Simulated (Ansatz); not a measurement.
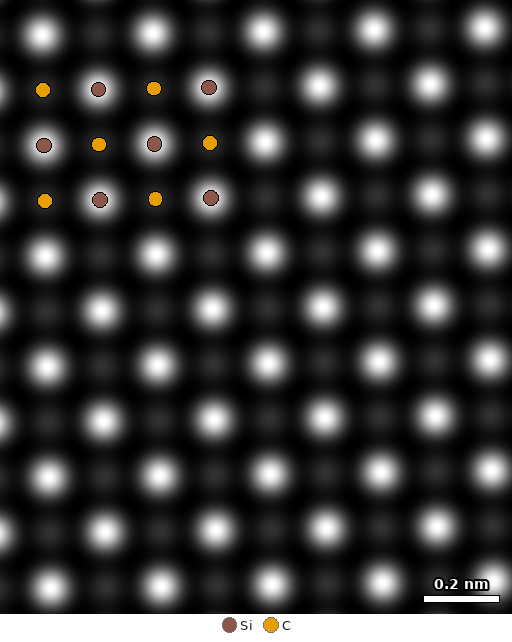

Z-contrast image of SiC (F-43m, No. 216) along [001]. Simulation: incoherent imaging, intensity Z^1.8 per atom, probe width 0.84 Å, thin sample. The probe carries 15 % of its weight in a tail 2.5 times as wide. Structure: coordinates from a relaxation (final pressure about 13 GPa) with Ansatz 0.2.0, DFT PBEsol, scalar-relativistic, plane waves, PAW; the starting structure was generated, so it need not be a known form of this composition.

Coloured dots in one corner mark the columns of the model.

What can be read from this image?

Answer. The columns repeat on a square net with a repeat of 2.14 Å (plane group p4mm). The brightest columns hold 1 Si per repeat; in falling brightness follow 1 C (about 20 %). Brightness is counted from the darkest point of the image. The closest visible columns (Si and C) are 1.51 Å apart in projection. Along the beam the structure repeats every 4.28 Å.
